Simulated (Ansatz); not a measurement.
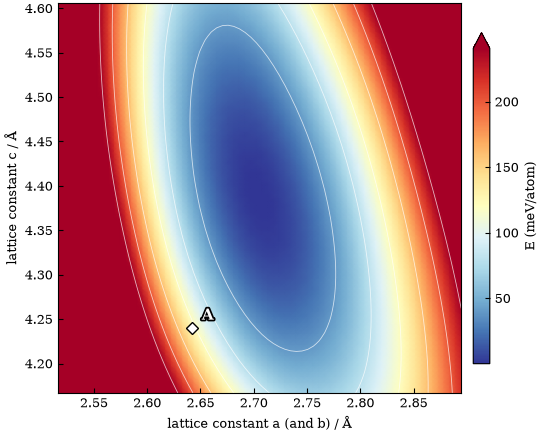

Ir (P6_3/mmc, No. 194; 2 atoms in the cell). The energy is mapped over the lattice constants a and c of the conventional cell. The first coordinate is: lattice constant a (and b); the second: lattice constant c. Nothing is relaxed (symmetry fixes all fractional coordinates). The grid has 7 × 7 points. Points are written as (first, second). All energies are given in meV/atom relative to the lowest grid point. All numbers below come from DFT LDA, scalar-relativistic, plane waves, PAW (Ansatz 0.2.0). Settings: cutoff 420 eV, k-mesh 18×18×10 in the order of the run's cell vectors, gaussian smearing 0.15 eV, no spin polarisation.

Drawn: a smooth colour map with a few white contour lines, one colour for all values above the top of the scale, the point A. Between grid points the surface is interpolated.

### Which way does the force act at A, and how strong is it?

A, at (2.642 Å, 4.240 Å), is not a stationary point. The computed force is 2300 meV/atom for each Å towards larger values of lattice constant a (and b) and 850 meV/atom for each Å towards larger values of lattice constant c.
